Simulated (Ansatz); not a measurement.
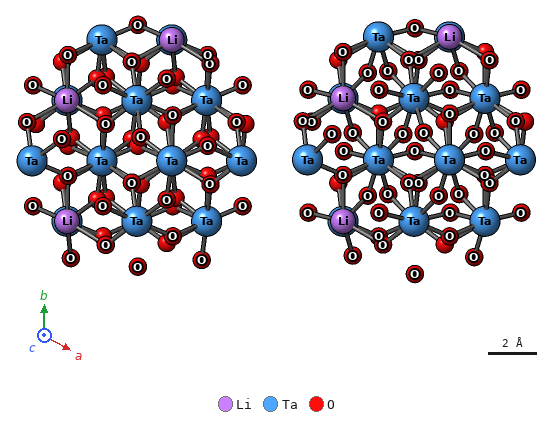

Two geometries of a crystal of LiTa2O6 (set up in R3), drawn at one scale. One is the start of a relaxation, the other its converged end. The picture is a ball-and-stick view of the atoms within 5.8 Å of the atom that moves most (axes of the conventional cell (3 times the calculation's cell)), seen along the c axis. Lengths and directions refer to the drawn axes.

Level of theory: DFT r2SCAN, scalar-relativistic, plane waves, PAW in Ansatz. (plane-wave cutoff 500 eV; k-point mesh 6 × 6 × 6; occupations gaussian; smearing width 0.1 eV; no spin polarisation; cell and atoms relaxed; force threshold 0.025 eV/Å; at most 70 steps)

> Which geometry has the lower energy?

The right one is the relaxed one. Case: 1 of 2 Li taken out, relaxed. The energy falls by 0.312 eV per cell of the calculation in 7 accepted moves (10 points after the start). The largest force component goes from 0.69 to 0.0052 eV/Å. The pressure goes from −1.75 to 0.00 GPa. The line search rejected the trial steps at points 3, 6 of the run. The SCF was repeated once at an unchanged geometry on a basis and grid sized afresh for the cell, which shifted the energy by 1.8 meV per cell of the calculation at most. The largest moves relative to the cell, 0.28 Å, are those of O atoms. By element the largest moves are O 0.28 Å, Ta 0.14 Å, Li 0.01 Å. The volume changes by +4.0 %, with a = b 5.137 → 5.223 Å (+1.7 %), c 13.799 → 13.881 Å (+0.6 %). Some distances before and after: O–Ta 2.071 → 2.007 Å, O–Ta 1.912 → 1.940 Å, Li–O 2.036 → 2.056 Å, Li–O 2.277 → 2.262 Å. Bond angles that change, for instance: Ta–O–Ta 140.8° → 157.6°, O–Ta–O 89.0° → 96.8°, O–Ta–O 82.3° → 89.7°. The space group stays R3 (No. 146).

Limits of the set-up: an odd number of electrons was run without spin polarisation, which fails if the electron would localise.
